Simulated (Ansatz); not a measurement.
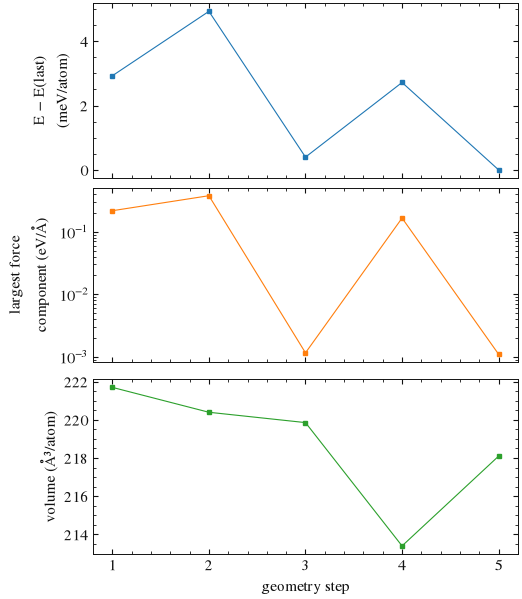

History of a geometry optimisation. A closing SCF on a freshly chosen basis isn't drawn.

- system: Bi (slab, 2 atoms in the cell)
- method: DFT, r2SCAN, plane waves, PAW in Ansatz 0.2.0; cutoff 500 eV, 6×6×1 k-mesh, Fermi–Dirac smearing of 0.02 eV

How did it end, and what did it gain?

The optimisation met its thresholds at geometry 5, counting the start as the first. The energy fell by about 2.9 meV/atom from the first step to the last. Steps 2 and 4 went uphill and were rejected by the line search. The largest force component goes from about 0.22 eV/Å at the start to 1.1 × 10⁻³ eV/Å at the end, with a peak of 0.38 eV/Å at step 2.

Was the starting cell too large or too small?

The volume shrinks from 221.7 to 218.1 Å³ per atom (−2 %), overshooting to 213.4 at step 4. The start was expanded.
